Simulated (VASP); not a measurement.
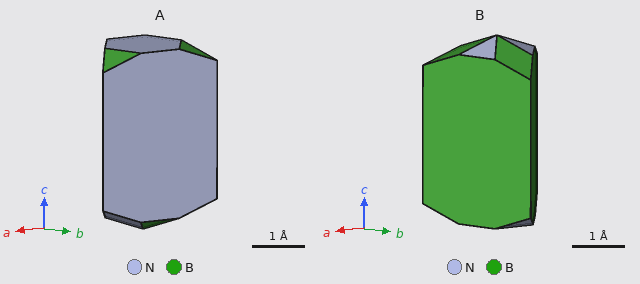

Computed Voronoi cells of the 2 sites of this structure, drawn to one scale and in one orientation; each face has the colour of the neighbour behind it.

BN, space group R3m:H (No. 160), a = 2.502 Å, b = 2.502 Å, c = 10.119 Å, α = 90.00°, β = 90.00°, γ = 120.00°

```tsv
site	Wyckoff	x	y	z
N	3a	0.0000	0.0000	0.3328
B	3a	0.6667	0.3333	0.3330
```

Origin: the end point of a relaxation with VASP Kohn-Sham DFT of a periodic cell, r2SCAN, VASP PAW PBE potentials, recommended in VASP.

### Which cell belongs to which site?

A is B (7 faces above 1 % of the solid angle, 9.1 Å³, mostly facing N); B is N (7 faces above 1 % of the solid angle, 9.1 Å³, mostly facing B).
